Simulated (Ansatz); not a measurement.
# Mending a geometry relaxation on HgS

System: HgS (F-43m, 2 atoms in the cell).
Method of run 1: DFT, PBE, plane waves, PAW, Ueff = 20 eV on S p, no spin polarisation (Ansatz 0.2.0).

The structure derives from an entry of the Crystallography Open Database. Some settings of this run were made unusual or wrong on purpose. Text and figures count atoms from 1; the logs count them from 0 in places.

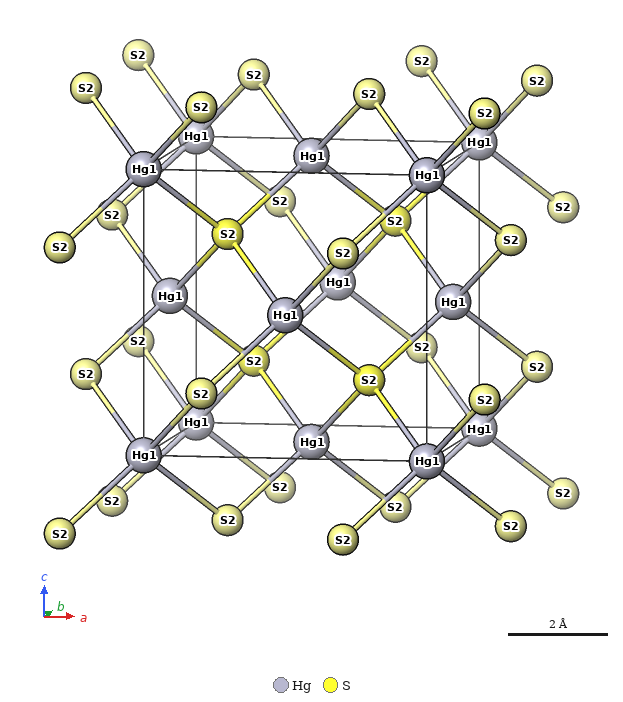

Figure 1. The input geometry (ball-and-stick view of the cell 4 times as large as that of the calculation, set on its symmetry axes, seen slightly off an axis; neighbours outside the cell are drawn fainter; atoms are numbered from 1 in the order of the input).

Input file, run 1:
```yaml
crystal:
  lattice:
    - [0.0, 2.92585, 2.92585]
    - [2.92585, 0.0, 2.92585]
    - [2.92585, 2.92585, 0.0]
  atoms:
    - { symbol: Hg, position: [0.0, 0.0, 0.0] }
    - { symbol: S, position: [0.25, 0.25, 0.25] }
basis:
  ecutwfc: 420
kpoints:
  mp_grid: { grid: [12, 12, 12] }
hamiltonian:
  xc: pbe
  hubbard: { sites: [{ species: S, l: p, u_eff: 20.0 }] }
scf:
  occupations: { method: gaussian, width: 0.1 }
  max_iter: 75
output:
  forces: true
  eigenvalues: true
  stress: true
relax:
  adjacent_minimum: "off"
  f_tol: 0.005
  max_steps: 80
  cell: { stress_tol: 0.05 }
```

Command:
```bash
ansatz run input.yaml --threads 2 --pin off --max-ram 5120MiB --backend cpu --events-out ev --progress --plain --runs-dir out
```

Hardware: 2 threads of Intel Xeon (Granite Rapids), 64 GiB of memory available, shared host.

Output, shortened to warnings, some set-up lines, iterations and results (run 1):
```
Basis set: ecut = 420 eV, 941 PW (Γ), exchange–correlation on 60×60×60 points (8 copies of the dense FFT grid, shifted against one another)
Symmetry: 24 space group operations
k-points: 72 of 1728 (time reversal used)
Initial density: superposition of atomic densities (chi_scale 0.1, normalization cell, long waves kept (reshape's long-wave potential 0.00 eV rms))
[...]
SCF iter   1: F=—  HF=-14706.840335 eV  |F-HF|=—  |Δ(HF+E_count)|=         —  Δρ=4.37e-2  dr2=1.46e0  ethr=3.10e-3  ⟨swp⟩=4.7  Hψ=5728  notcnv=0
SCF iter   2: F=—  HF=-14708.985263 eV  |F-HF|=—  |Δ(HF+E_count)|=    2.14e0  Δρ=2.12e-2  dr2=1.52e-1  ethr=3.10e-3  ⟨swp⟩=3.2  Hψ=3006  notcnv=0
SCF iter   3: F=—  HF=-14710.120444 eV  |F-HF|=—  |Δ(HF+E_count)|=    1.14e0  Δρ=1.60e-2  dr2=1.90e-1  ethr=5.86e-4  ⟨swp⟩=2.0  Hψ=2376  notcnv=0
SCF iter   4: F=—  HF=-14710.087209 eV  |F-HF|=—  |Δ(HF+E_count)|=   3.32e-2  Δρ=2.01e-3  dr2=1.63e-3  ethr=5.86e-4  ⟨swp⟩=2.7  Hψ=2557  notcnv=0
SCF iter   5: F=—  HF=-14710.086833 eV  |F-HF|=—  |Δ(HF+E_count)|=   3.76e-4  Δρ=6.01e-4  dr2=8.87e-5  ethr=6.27e-6  ⟨swp⟩=2.3  Hψ=2038  notcnv=0
[... 17 lines ...]
SCF iter   3: F=—  HF=-14710.087698 eV  |F-HF|=—  |Δ(HF+E_count)|=   6.77e-9  Δρ=3.20e-6  dr2=2.26e-9  ethr=5.73e-11  ⟨swp⟩=2.0  Hψ=1597  notcnv=0
SCF iter   4: F=—  HF=-14710.087698 eV  |F-HF|=—  |Δ(HF+E_count)|=  5.82e-11  Δρ=4.91e-7  dr2=3.21e-11  ethr=8.71e-12  ⟨swp⟩=2.7  Hψ=2128  notcnv=0
SCF iter   5: F=-14710.087698 eV  HF=-14710.087698 eV  |F-HF|=7.28e-12  |Δ(HF+E_count)|=  4.73e-11  Δρ=7.78e-8  dr2=1.24e-12  ethr=1.00e-12  ⟨swp⟩=5.1  Hψ=5022  notcnv=0
SCF 4 converged in 5 iterations: F = -14710.087698 eV  dr2 = 1.24e-12
relax step   4: F+E_penalty+E_count = -14710.08769764 eV  Δ(F+E_penalty+E_count) = +9.700e-5 eV  max|allowed force component| = 9.324e-18 eV/Å  Δτ_max = 0.0000 Å  P = -0.001 …
basis re-selected at this cell: Δ(F+E_penalty+E_count) = +9.700e-5 eV, ΔP = +0.001 GPa vs the last step (what re-selecting the basis moved, of the pressure what is left beyond the Pulay correction that the steps carried, after the strain that the cell walked since its last selection, with what the …
SCF converged after 5 iterations
Free energy (F): -14710.087698 eV
Harris-Foulkes:  -14710.087698 eV  (|F-HF|=7.28e-12)
Internal energy: -14710.087698 eV  (E = F + TS)
E sigma→0 (E₀):  -14710.087698 eV
Fermi energy:    5.902571 eV
--- Per-component energies (eV) ---
  E_band       = -545.319286
  E_kinetic    = 714.210345
  E_local      = -3409.378496  (includes V_loc(G=0)·N_el)
  E_nonlocal   = 103.104044
  E_hartree    = 1443.863722
  E_xc         = -317.269522
  E_vxc        = -349.322326  (∫ρ·V_xc dr)
  E_hubbard    = 3.439058  (on-site DFT+U / exact-exchange correction)
  E_vhub       = -49.459243  (the Hubbard potential's part of the band-sum identity)
  E_paw        = -10543.991665  (= ΣΔE_a)
  E_vpaw       = -442.202074  (= ΣTr[D̂ρ^β])
  E_aug_tail   = 0.000968  (compensation charges beyond the density's cutoff)
  E_ewald      = -2704.066152
  E_smearing   = -0.000000  (= −TS)
  E_closure    = 0.000000  (closes the sum)
  Σ components = -14710.087698   (vs F -14710.087698, Δ=0.00e0)
--- Forces (eV/Å), atoms counted from 1 ---
  atom   1  Hg     0.00000000    -0.00000000     0.00000000
  atom   2  S     -0.00000000     0.00000000     0.00000000
  max |Σ_I F_I| component: 2.76e-17 eV/Å
--- Stress (GPa, compression-positive) ---
       -0.000767      -0.000000      -0.000000
       -0.000000      -0.000767      -0.000000
       -0.000000      -0.000000      -0.000767
  P = ⅓ Tr σ = -0.0008 GPa (-0.008 kbar)
Occupation matrices written to [file]
--- Relaxed structure (3 steps of the walk, 3 accepted, 1 SCFs on fresh bases) ---
  F+E_penalty+E_count = -14710.08769764 eV   max|allowed force component| = 9.324e-18 eV/Å   (the final SCF, on the basis selected at the relaxed cell)
  cell:  # Å, volume = 49.6657 Å³
    - [-5.095372032895593e-35, 2.9174870417233265, 2.9174870417233265]
    - [2.9174870417233265, 2.7260240375991407e-33, 2.9174870417233265]
    - [2.9174870417233265, 2.9174870417233265, 3.210084380724222e-33]
  atoms:
[...]
```

What should be changed in this input?

Answer. A setting was made wrong on purpose: an enormous or negative U (`hamiltonian.hubbard`). Such a U drives the occupations to unphysical values. The run converged all the same; its numbers are those of the faulty input and shouldn't be used.

A run of the same system that converges differs from this input as follows (lines with − go, lines with + come):
```diff
-  hubbard: { sites: [{ species: S, l: p, u_eff: 20.0 }] }
-  max_iter: 75
```

Output, shortened to warnings, some set-up lines, iterations and results (run 2):
```
Basis set: ecut = 420 eV, 941 PW (Γ), exchange–correlation on 60×60×60 points (8 copies of the dense FFT grid, shifted against one another)
Symmetry: 24 space group operations
k-points: 72 of 1728 (time reversal used)
Initial density: superposition of atomic densities (neutral atoms: chi_scale 0, normalization atom), corrected by the library's trained network
[...]
SCF iter   1: F=—  HF=-14715.765127 eV  |F-HF|=—  |Δ(HF+E_count)|=         —  Δρ=9.71e-4  dr2=5.74e-4  ethr=1.77e-3  ⟨swp⟩=5.5  Hψ=6134  notcnv=0
SCF iter   2: F=—  HF=-14715.765565 eV  |F-HF|=—  |Δ(HF+E_count)|=   4.38e-4  Δρ=4.63e-4  dr2=8.17e-5  ethr=2.21e-6  ⟨swp⟩=2.6  Hψ=2826  notcnv=0
SCF iter   3: F=—  HF=-14715.765583 eV  |F-HF|=—  |Δ(HF+E_count)|=   1.80e-5  Δρ=1.94e-4  dr2=1.03e-5  ethr=3.14e-7  ⟨swp⟩=2.0  Hψ=1793  notcnv=0
SCF iter   4: F=—  HF=-14715.765608 eV  |F-HF|=—  |Δ(HF+E_count)|=   2.52e-5  Δρ=6.32e-5  dr2=1.07e-6  ethr=3.96e-8  ⟨swp⟩=2.0  Hψ=1775  notcnv=0
SCF iter   5: F=-14715.765612 eV  HF=-14715.765612 eV  |F-HF|=8.89e-8  |Δ(HF+E_count)|=   3.34e-6  Δρ=9.62e-6  dr2=2.44e-8  ethr=4.11e-9  ⟨swp⟩=2.0  Hψ=1873  notcnv=0
[... 20 lines ...]
SCF iter   5: F=—  HF=-14715.811046 eV  |F-HF|=—  |Δ(HF+E_count)|=   1.05e-6  Δρ=1.39e-6  dr2=8.41e-10  ethr=1.71e-11  ⟨swp⟩=2.0  Hψ=2066  notcnv=0
SCF iter   6: F=—  HF=-14715.811046 eV  |F-HF|=—  |Δ(HF+E_count)|=   1.47e-8  Δρ=3.51e-7  dr2=9.32e-11  ethr=3.23e-12  ⟨swp⟩=2.1  Hψ=1774  notcnv=0
SCF iter   7: F=-14715.811046 eV  HF=-14715.811046 eV  |F-HF|=4.00e-11  |Δ(HF+E_count)|=  4.73e-10  Δρ=1.20e-7  dr2=1.02e-11  ethr=1.00e-12  ⟨swp⟩=6.0  Hψ=5480  notcnv=0
SCF 4 converged in 7 iterations: F = -14715.811046 eV  dr2 = 1.02e-11
relax step   4: F+E_penalty+E_count = -14715.81104638 eV  Δ(F+E_penalty+E_count) = -5.986e-4 eV  max|allowed force component| = 6.679e-17 eV/Å  Δτ_max = 0.0000 Å  P = +0.003 …
basis re-selected at this cell: Δ(F+E_penalty+E_count) = -5.986e-4 eV, ΔP = -0.008 GPa vs the last step (what re-selecting the basis moved, of the pressure what is left beyond the Pulay correction that the steps carried, after the strain that the cell walked since its last selection, with what the …
SCF converged after 7 iterations
Free energy (F): -14715.811046 eV
Harris-Foulkes:  -14715.811046 eV  (|F-HF|=4.00e-11)
Internal energy: -14715.810879 eV  (E = F + TS)
E sigma→0 (E₀):  -14715.810963 eV
Entropy (-TS):   -0.000167 eV (-0.084 meV/atom)
Fermi energy:    7.282197 eV
--- Per-component energies (eV) ---
  E_band       = -514.677009
  E_kinetic    = 707.959271
  E_local      = -3531.638368  (includes V_loc(G=0)·N_el)
  E_nonlocal   = 101.776464
  E_hartree    = 1500.080819
  E_xc         = -316.185935
  E_vxc        = -347.936695  (∫ρ·V_xc dr)
  E_paw        = -10544.343131  (= ΣΔE_a)
  E_vpaw       = -445.000123  (= ΣTr[D̂ρ^β])
  E_aug_tail   = 0.000932  (compensation charges beyond the density's cutoff)
  E_ewald      = -2633.460932
  E_smearing   = -0.000167  (= −TS)
  E_closure    = 0.000000  (closes the sum)
  Σ components = -14715.811046   (vs F -14715.811046, Δ=0.00e0)
--- Forces (eV/Å), atoms counted from 1 ---
  atom   1  Hg     0.00000000    -0.00000000    -0.00000000
  atom   2  S     -0.00000000     0.00000000     0.00000000
  max |Σ_I F_I| component: 9.77e-17 eV/Å
--- Stress (GPa, compression-positive) ---
        0.002699       0.000000       0.000000
        0.000000       0.002699       0.000000
        0.000000       0.000000       0.002699
  P = ⅓ Tr σ = 0.0027 GPa (0.027 kbar)
--- Relaxed structure (3 steps of the walk, 3 accepted, 1 SCFs on fresh bases) ---
  F+E_penalty+E_count = -14715.81104638 eV   max|allowed force component| = 6.679e-17 eV/Å   (the final SCF, on the basis selected at the relaxed cell)
  cell:  # Å, volume = 53.7685 Å³
    - [8.025210951810553e-34, 2.995707232002554, 2.995707232002554]
    - [2.995707232002554, 5.33740220445813e-33, 2.995707232002554]
    - [2.995707232002554, 2.995707232002554, 4.0508207661519934e-33]
  atoms:
    - { symbol: Hg, position: [-8.721763509110471e-34, 9.763986821519898e-34, 9.325155953136981e-34] }
    - { symbol: S, position: [0.25000000000000006, 0.25000000000000006, 0.25000000000000006] }
```

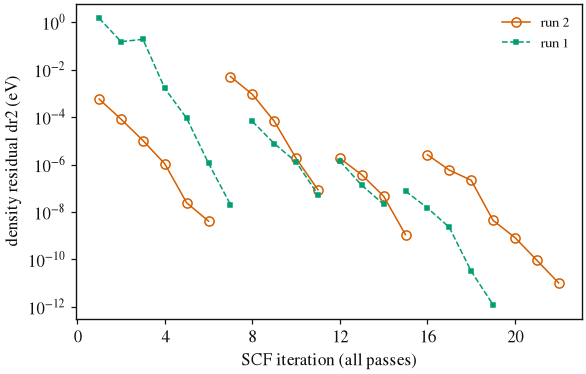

Figure 2. Convergence of the two runs: density residual dr2 against the SCF iteration. A break in a curve parts two SCF passes. Run 2 takes 22 iterations in all, and run 1 takes 19.

The two runs side by side:

| quantity | run 1 | run 2 |
| --- | --- | --- |
| outcome | converged | converged |
| free energy per atom (eV) | −7355.0438 | −7357.9055 |
| gap on the mesh (eV) | 4.82 | 0.00 |
| pressure (GPa) | 0.00 | 0.00 |
| volume per atom (Å³) | 24.83 | 26.88 |
| largest force (eV/Å) | 0.000 | 0.000 |
| SCF iterations | 19 | 22 |
| irreducible k-points | 72 | 72 |
| wall time (shared host) | 9.6 s | 9.7 s |

The total energies belong to different models, so their difference says nothing on which is more stable or more accurate. The gap of 4.82 eV on the mesh closes. The volume per atom goes from 24.83 to 26.88 Å³. U penalises partly filled orbitals: filled states of the shell move down and empty ones up, so the larger U gives the wider gap. The SCF takes 22 iterations over all geometry steps against 19. The two runs start from different initial densities, which also moves the count.

Notes on run 2: Spin–orbit coupling is left out, which matters for Hg.
